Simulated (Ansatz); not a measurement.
System: Zn15SnO16 (cell with a defect).

```
Sn Zn O
1.0
     6.49862    0.00000    0.00000
    -3.24931    5.62797    0.00000
     0.00000    0.00000   10.41142
Sn Zn O
1 15 16
Direct
  0.16667 0.33333 0.26453
  0.16667 0.33333 0.73924
  0.16824 0.83412 0.24814
  0.16029 0.83015 0.75012
  0.66588 0.33176 0.24814
  0.66985 0.33971 0.75012
  0.66588 0.83412 0.24814
  0.66985 0.83015 0.75012
  0.33343 0.16657 0.98728
  0.33899 0.16101 0.50770
  0.33343 0.66686 0.98728
  0.33899 0.67798 0.50770
  0.83314 0.16657 0.98728
  0.82202 0.16101 0.50770
  0.83333 0.66667 0.00271
  0.83333 0.66667 0.49474
  0.33935 0.16065 0.17817
  0.33717 0.16283 0.69667
  0.33935 0.67870 0.17817
  0.33717 0.67433 0.69667
  0.82130 0.16065 0.17817
  0.82567 0.16283 0.69667
  0.83333 0.66667 0.19268
  0.83333 0.66667 0.68426
  0.16667 0.33333 0.48577
  0.16667 0.33333 0.93283
  0.16955 0.83478 0.43807
  0.16093 0.83047 0.93896
  0.66522 0.33045 0.43807
  0.66953 0.33907 0.93896
  0.66522 0.83478 0.43807
  0.66953 0.83047 0.93896
```

Computed pressure about 9 GPa in this cell.

The calculation used DFT, PBE, plane-wave PAW, default files, scalar-relativistic in Ansatz 0.2.0.

### What can the converged valence pseudo-density and electron localisation function tell about the bonding?

Zn–O (1.95 Å): ρ is about 0.62 e/Å³ halfway; the ELF peaks at about 0.85 in the valence shell of O, 0.6 Å from its nucleus, and is about 0.25 at the midpoint; no shared electron pair shows on this line.
Sn–O (2.14 Å): the density is about 0.57 e/Å³ at the midpoint; the ELF peaks at about 0.80 in the valence shell of O, 0.6 Å from its nucleus, and is about 0.25 at the midpoint: no shared electron pair shows on this line.
Zn–O (2.02 Å): ρ is about 0.57 e/Å³ halfway; the ELF peaks at about 0.85 in the valence shell of O, 0.6 Å from its nucleus, and is about 0.25 at the midpoint: no shared electron pair shows on this line.
Sn–O (2.30 Å): the density is about 0.41 e/Å³ at the midpoint; the ELF is about 0.20 at the midpoint (no localised pair shows between them).

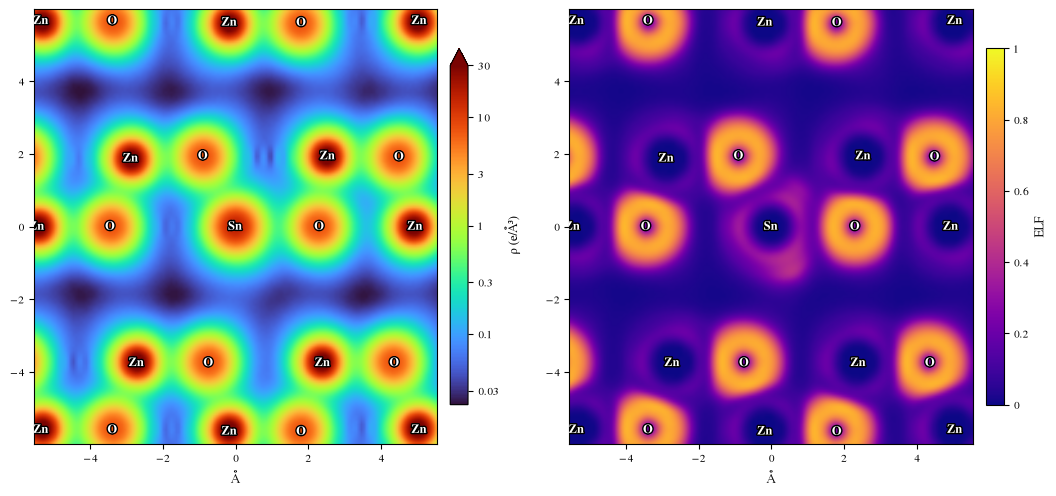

Computed valence pseudo-density and electron localisation function on the (110) plane of the calculation cell, in this order. 

In a PAW calculation such maps are meaningful between the atoms, not at the nuclei.
